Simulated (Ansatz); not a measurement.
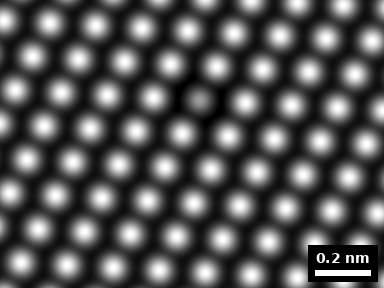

Dark-field STEM-like image of Rh (Im-3m, No. 229) along [210]. The image is simulated as a sum over atoms of Z^1.7, blurred by a 0.66 Å probe (no channelling). The probe carries 25 % of its weight in a tail 2.5 times as wide. The display is stretched by a gamma of 0.65; percentages refer to the linear signal.

The sample is 2 repeats (13.7 Å) thick. One point defect was put into the perfect crystal, without relaxing the atoms around it. Brightness is counted from the darkest point of the image. Host structure: the input geometry of a calculation; the starting structure was generated, so it need not be a known form of this composition.

> Where is the defect (in Å from the left and the top edge), and what does its contrast suggest?

At about 7 Å from the left and 4 Å from the top. The column is dimmer, which points to a vacancy or a lighter atom. The column holds 2 atoms (Rh) through the sample, and one Rh atom is missing, so its peak drops to about 45 % of that of its equals.
